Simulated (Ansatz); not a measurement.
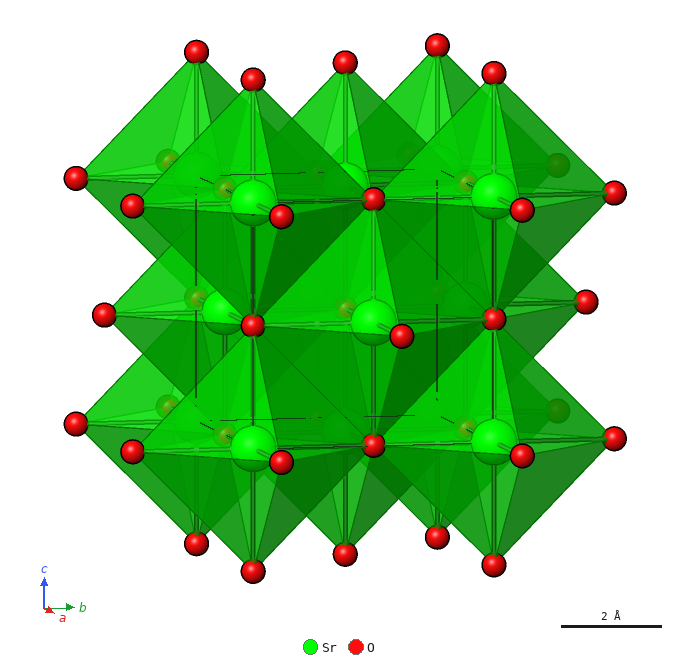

The crystal in a polyhedral representation, seen slightly off an axis. The edges of the conventional unit cell are marked. Some neighbours outside the box are added.

SrO, rock salt (NaCl type), space group Fm-3m (No. 225), a = 4.953 Å, b = 4.953 Å, c = 4.953 Å, α = 90.00°, β = 90.00°, γ = 90.00°. The cell started as a structure type filled with these elements by a generator (whether the compound takes this form wasn't checked). The cell was then strained or its atoms displaced on purpose. A calculation with Ansatz used it as input.

This one geometry was computed with Ansatz (DFT, plane waves, PAW) at four levels of theory: r2SCAN with spin-orbit coupling, HSE06, r2SCAN and PBE. It was relaxed with r2SCAN and then strained.

Which level gives the highest pressure at this volume, and what does that say about its equilibrium volume?

Highest: PBE (16.6 GPa), which points to the largest equilibrium volume. Lowest, with the smallest volume: HSE06 (14.3 GPa). Levels within 0.5 GPa of each other can't be told apart.

How does the band gap change with the level of theory?

PBE: a gap of 3.21 eV, direct; r2SCAN with spin-orbit coupling: a gap of 3.64 eV, direct; r2SCAN: a gap of 3.69 eV, direct; HSE06: a gap of 4.72 eV, direct.

Collect the results in a table.

| level | cutoff (eV) | k-mesh of the run's cell | gap (eV) | pressure (GPa) |
| --- | --- | --- | --- | --- |
| r2SCAN with spin-orbit coupling | 500 | 8×8×8 | 3.64 | 15.1 |
| HSE06 | 420 | 6×6×6 | 4.72 | 14.3 |
| r2SCAN | 500 | 8×8×8 | 3.69 | 15.1 |
| PBE | 420 | 8×8×8 | 3.21 | 16.6 |

Gaps are taken on the k-mesh or band path of each run.
